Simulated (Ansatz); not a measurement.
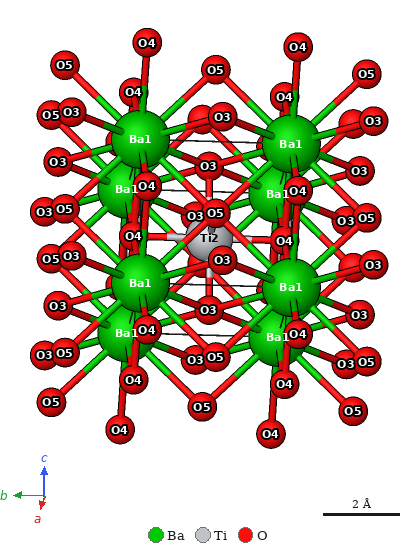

This is solid BaTiO₃ (set up in P4/mmm). The picture is a ball-and-stick view of the cell of the calculation, seen from a free direction.

All numbers below come from DFT, PBEsol, PAW with Ansatz's default frozen-core files, scalar-relativistic (Ansatz 0.2.0). Settings: plane-wave cutoff 420 eV; k-point mesh 7 × 7 × 7; occupations fermi dirac; smearing width 0.03 eV; no spin polarisation.

Now this is done to it. The cell is strained by 0.0 % along c and +2.0 % across it (volume +4.0 %), the atoms keeping their fractional coordinates. No relaxation follows.

**What does the calculation give for the changed structure?**

It costs 25.5 meV per atom. Pressure: −4.6 GPa before, −10.3 GPa after. The principal stresses (compression positive) are −8.7 GPa along c and −11.1 GPa across it. All forces vanish by symmetry. The gap on the k-mesh: 1.82 eV before, 1.72 eV after. Some distances before and after: Ba–O 2.833 → 2.863 to 2.885 Å, O–Ti 2.003 → 2.009 to 2.040 Å. The space group stays P4/mmm (No. 123).

The changed structure in the same view:

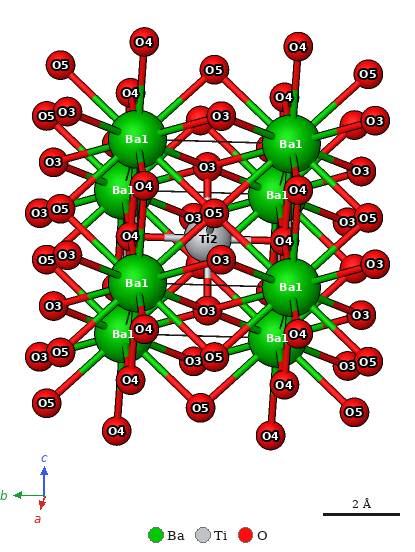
